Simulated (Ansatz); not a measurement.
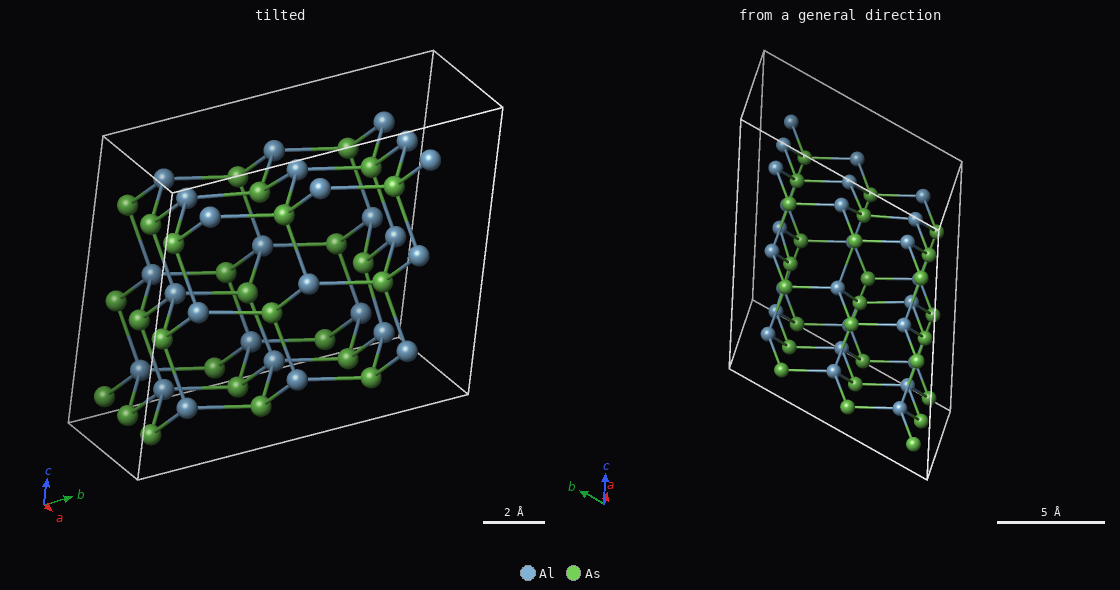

Ball-and-stick drawing of the structure, looking slightly off an axis and from a general direction. One supercell is framed, with atoms on its boundary repeated. The host is AlAs, in a cell of 54 sites, and the cell is neutral.

Name the defect and give its surroundings.

An aluminium vacancy. Around the empty site lie four As at about 2.6 Å.

All computed values are from DFT PBE, scalar-relativistic, plane waves, PAW (Ansatz). Settings: a plane-wave cutoff of 420 eV, the zone sampled with 1×1×1 points, Gaussian smearing of 0.01 eV, collinear spins.

Is the defect spin-polarised?

Yes, 3.0 μB in the cell.

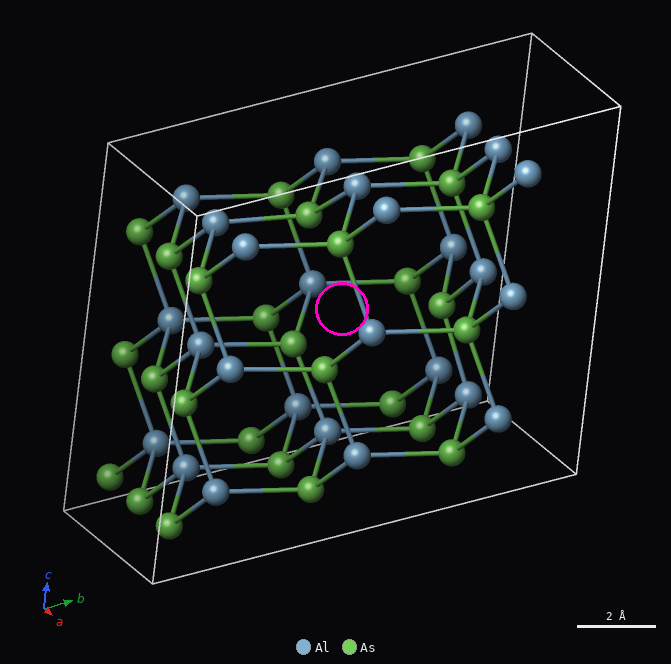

The same cell with a ring at the defect's site.

The atoms were relaxed in the host's cell with DFT PBE, scalar-relativistic, plane waves, PAW in Ansatz 0.2.0.
